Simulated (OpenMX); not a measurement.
# A series of single points on CdS

System: CdS (P6₃mc, 4 atoms in the cell).
Method: Kohn-Sham DFT of a periodic cell, PBE, OpenMX 2013 PBE set, no spin polarisation (OpenMX 3.8.5).

The 7 runs differ only in the geometry, by an even scaling of the cell at fixed fractional positions. The structure derives from an entry of the Crystallography Open Database.

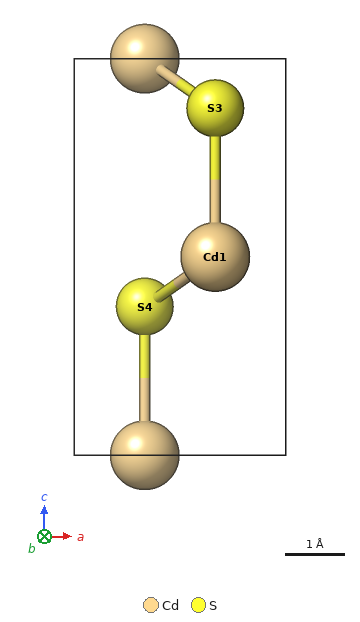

Figure 1. The structure of run 4 (ball-and-stick view of the cell of the calculation, along the b axis; atoms are numbered from 1 in the order of the input).

### Input of run 4
```
System.CurrrentDirectory             ./
System.Name                          CdS
DATA.PATH                            ./DFT_DATA13
level.of.stdout                      1
level.of.fileout                     0
Species.Number                       2
<Definition.of.Atomic.Species
  Cd  Cd7.0-s3p2d2           Cd_PBE13
  S   S7.0-s2p2d1f1          S_PBE13
Definition.of.Atomic.Species>

Atoms.Number                         4
Atoms.SpeciesAndCoordinates.Unit     FRAC
<Atoms.SpeciesAndCoordinates
    1  Cd    0.6666666667    0.3333333333    0.5000000000   6.000  6.000
    2  Cd    0.3333333333    0.6666666667    0.0000000000   6.000  6.000
    3  S     0.6666666667    0.3333333333    0.8750000000   3.000  3.000
    4  S     0.3333333333    0.6666666667    0.3750000000   3.000  3.000
Atoms.SpeciesAndCoordinates>

Atoms.UnitVectors.Unit               Ang
<Atoms.UnitVectors
     4.1500000000    0.0000000000    0.0000000000
    -2.0750000000    3.5940054257    0.0000000000
     0.0000000000    0.0000000000    6.7370000000
Atoms.UnitVectors>

scf.XcType                           GGA-PBE
scf.SpinPolarization                 off
scf.ElectronicTemperature            580.226
scf.energycutoff                     500.0
scf.maxIter                          100
scf.EigenvalueSolver                 band
scf.Kgrid                            7 7 5
scf.Mixing.Type                      rmm-diisk
scf.Init.Mixing.Weight               0.05
scf.Min.Mixing.Weight                0.001
scf.Max.Mixing.Weight                0.3
scf.Mixing.History                   25
scf.Mixing.StartPulay                8
scf.criterion                        1.0e-8
scf.stress.tensor                    on
MD.Type                              nomd
```

Command:
```bash
openmx CdS.dat -nt 1 > CdS.std
```

Run 3 has the same physical settings and fractional positions; its lattice vectors (Å) are:
```
   4.122147    0.000000    0.000000
  -2.061073    3.569884    0.000000
   0.000000    0.000000    6.691784
```

### Results, with one run withheld

```tsv
run	volume per atom (Å³)	free energy per atom, from the lowest run given (meV)	gap on the mesh (eV)
1	23.614	55.47	1.53
2	24.116	35.31	1.47
3	24.618	?	?
4	25.121	9.49	1.35
5	25.623	2.98	1.29
6	26.126	0.00	1.23
7	26.628	0.35	1.17
```

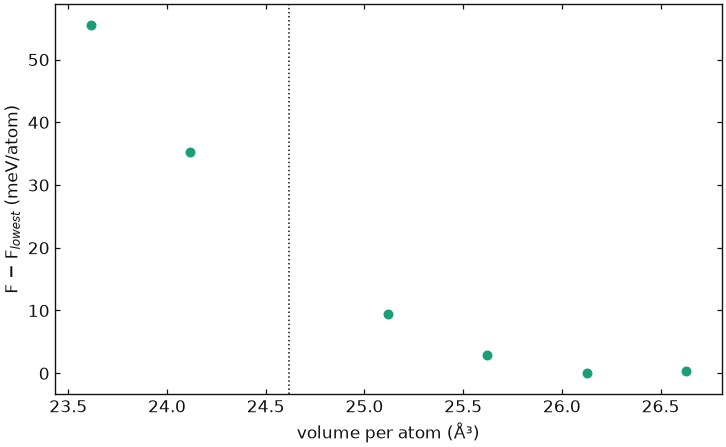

Figure 2. Free energy per atom of the runs given; the dotted line marks run 3.

Fit the runs given and predict run 3.

A cubic polynomial in V^(−2/3) (the Birch–Murnaghan form), fitted to the 6 runs given, misses them by at most 0.03 meV per atom. With x = V^(−2/3) − 0.11644 Å⁻², it reads F = 8.7388 + 5259.5 x + 7.7862e+05 x² + 2.0899e+06 x³ (meV per atom). At run 3 it gives 20.16 meV per atom, and the run itself gives 20.10. The fit has its minimum at 26.320 Å³ per atom, where V d²F/dV² gives 52.3 GPa. Cell shape and fractional positions are held, so this is the stiffness under even scaling; the relaxed bulk modulus wasn't computed. The gap on the mesh goes, without turning, from 1.53 eV in run 1 to 1.17 eV in run 7; run 3 has 1.41 eV. These are gaps of this functional on this mesh, which can miss the band edges; they aren't the measured gap.

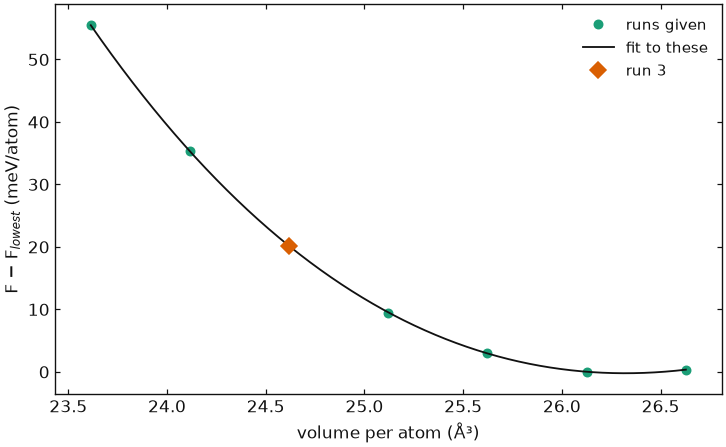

Figure 3. The fit and the withheld run.

### Some lines of the output (run 3)
```
[...]
  Cell_Volume =    664.532086611652 (Bohr^3)
        Total energy (Hartree) at MD = 1
   kloop=0
   kloop=1
   kloop=122
```

Notes: With a small basis of atomic orbitals these values can differ much from converged plane-wave results.
